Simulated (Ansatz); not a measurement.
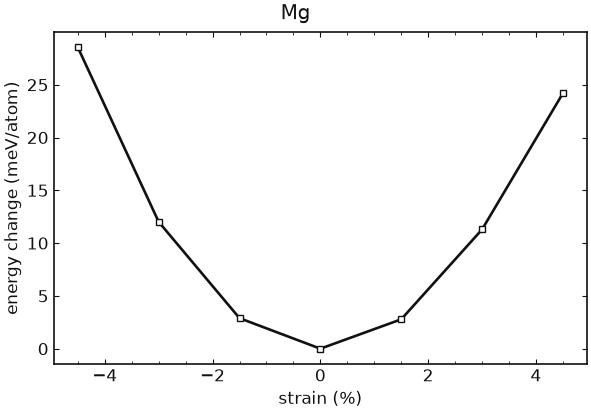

The figure shows the energy change against strain for Mg, space group P6_3/mmc (No. 194).

The given structure:
```
CELL_PARAMETERS angstrom
3.19388 0.00000 0.00000
-1.59694 2.76599 0.00000
0.00000 0.00000 5.10438
ATOMIC_POSITIONS crystal
Mg 0.33333 0.66667 0.25000
Mg 0.66667 0.33333 0.75000
```

Method: energy, stress and cell of a relaxed crystal along a series of strains, atoms and what the cell freedom names relaxed within the symmetry; stress is positive in compression; plane waves with PAW datasets, Γ-centred k mesh; energies extrapolated to zero smearing (Ansatz 0.2.0). Level: r2SCAN, no spin polarisation.

```json
{"setting": "wave cutoff", "value": "500 eV"}
{"setting": "k mesh", "value": "15×15×8"}
{"setting": "occupations", "value": "Gaussian"}
{"setting": "smearing width", "value": "0.1 eV"}
{"setting": "strain kind", "value": "biaxial in the ab plane"}
{"setting": "cell freedom", "value": "length and tilt of c free"}
```

From this curve and the settings, what does the calculation give for the volume change, c/a and stress xx at the same points?

The volume change rises from −6.50 % at strain −4.5 % to 7.55 % at 4.5 %. The c/a falls from 1.7156 at strain −4.5 % to 1.5062 at 4.5 %. The stress xx falls from 4.94 GPa at strain −4.5 % to −3.45 GPa at 4.5 %, and changes sign near 0.0 %.

| strain (%) | volume change (%) | c/a | stress xx (GPa) |
| --- | --- | --- | --- |
| −4.5 | −6.50 | 1.7156 | 4.94 |
| −3.0 | −4.30 | 1.6758 | 3.01 |
| −1.5 | −2.14 | 1.6365 | 1.40 |
| 0.0 | 0.00 | 1.5982 | 0.01 |
| 1.5 | 2.58 | 1.5678 | −1.37 |
| 3.0 | 5.14 | 1.5378 | −2.53 |
| 4.5 | 7.55 | 1.5062 | −3.45 |
